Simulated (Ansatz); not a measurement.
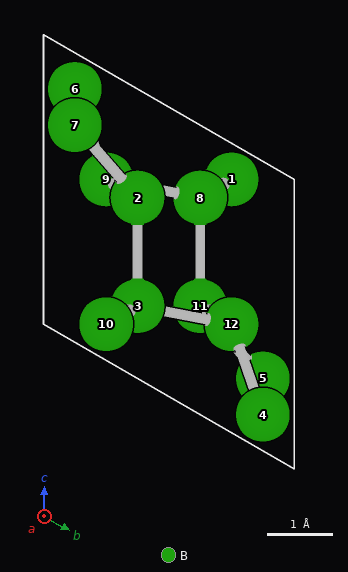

Starting structure of crystalline B (a generated structure, set up in Ia-3d) (coarse preliminary run). A ball-and-stick model of the cell of the calculation, seen along the a axis.

Level of theory: DFT PBE, scalar-relativistic, plane waves, PAW in Ansatz 0.2.0.

Input file:
```yaml
crystal:
  lattice:
    - [-2.74342851, 2.74342851, 2.74342851]
    - [2.74342851, -2.74342851, 2.74342851]
    - [2.74342851, 2.74342851, -2.74342851]
  atoms:
    - { symbol: B, position: [0.125, 0.75, 0.875] }
    - { symbol: B, position: [0.75, 0.375, 0.625] }
    - { symbol: B, position: [0.625, 0.375, 0.25] }
    - { symbol: B, position: [0.75, 0.875, 0.125] }
    - { symbol: B, position: [0.125, 0.875, 0.25] }
    - { symbol: B, position: [0.25, 0.125, 0.875] }
    - { symbol: B, position: [0.875, 0.125, 0.75] }
    - { symbol: B, position: [0.375, 0.625, 0.75] }
    - { symbol: B, position: [0.375, 0.25, 0.625] }
    - { symbol: B, position: [0.875, 0.25, 0.125] }
    - { symbol: B, position: [0.25, 0.625, 0.375] }
    - { symbol: B, position: [0.625, 0.75, 0.375] }
basis:
  ecutwfc: 420
kpoints:
  mp_grid: { grid: [4, 4, 4] }
hamiltonian:
  xc: pbe
scf:
  occupations: { method: gaussian, width: 0.1 }
  lower_state_search: "off"
output:
  forces: true
  stress: true
  eigenvalues: true
relax:
  adjacent_minimum: "off"
  f_tol: 0.04
  max_steps: 70
  cell: { stress_tol: 0.4 }
```

Command:
```bash
ansatz run input.yaml --threads 1 --pin off --max-ram 2048MiB --backend cpu --events-out ev --progress --plain --runs-dir out
```

Q: Where does the relaxation end?

A: Over 4 accepted moves (6 points after the start) the energy falls by 71.8 meV per atom. All forces vanish by symmetry, so only the cell relaxes. Pressure: 28.66 GPa at the start and 0.02 GPa at the end. The SCF was repeated twice at an unchanged geometry on a basis and grid sized afresh for the cell, which shifted the energy by 3.0 meV per atom at most. No atom moves by more than 0.005 Å relative to the cell. The drawn cell changes as follows: a = b = c 4.752 → 4.946 Å (+4.1 %); the volume changes by +12.8 %. Near-neighbour distances that change, for instance: B10–B11 1.680 → 1.749 Å. The space group stays Ia-3d (No. 230).

Step by step:

```json
{"step": "0", "E − E(0), meV/atom": "0.00", "pressure, GPa": "28.66", "volume, Å³/atom": "6.883", "note": ""}
{"step": "1", "E − E(0), meV/atom": "-55.41", "pressure, GPa": "11.72", "volume, Å³/atom": "7.339", "note": ""}
{"step": "2", "E − E(0), meV/atom": "-68.70", "pressure, GPa": "1.39", "volume, Å³/atom": "7.692", "note": ""}
{"step": "3", "E − E(0), meV/atom": "-68.82", "pressure, GPa": "0.09", "volume, Å³/atom": "7.742", "note": ""}
{"step": "4", "E − E(0), meV/atom": "-71.81", "pressure, GPa": "0.49", "volume, Å³/atom": "7.742", "note": "same geometry, new basis"}
{"step": "5", "E − E(0), meV/atom": "-71.80", "pressure, GPa": "0.01", "volume, Å³/atom": "7.761", "note": ""}
{"step": "6", "E − E(0), meV/atom": "-71.81", "pressure, GPa": "0.02", "volume, Å³/atom": "7.761", "note": "same geometry, new basis"}
```

The structure at the end:

```
B
1.0
    -2.85552    2.85552    2.85552
     2.85552   -2.85552    2.85552
     2.85552    2.85552   -2.85552
B
12
Direct
  0.12500 0.75000 0.87500
  0.75000 0.37500 0.62500
  0.62500 0.37500 0.25000
  0.75000 0.87500 0.12500
  0.12500 0.87500 0.25000
  0.25000 0.12500 0.87500
  0.87500 0.12500 0.75000
  0.37500 0.62500 0.75000
  0.37500 0.25000 0.62500
  0.87500 0.25000 0.12500
  0.25000 0.62500 0.37500
  0.62500 0.75000 0.37500
```

After the run, drawn alike:

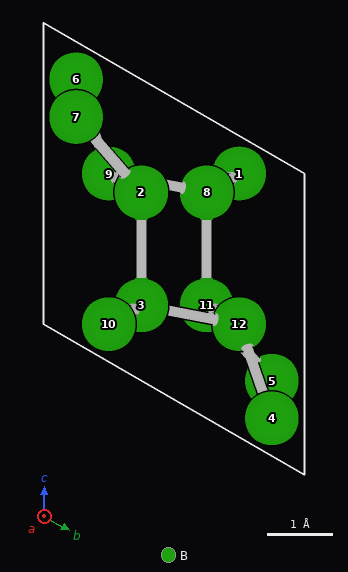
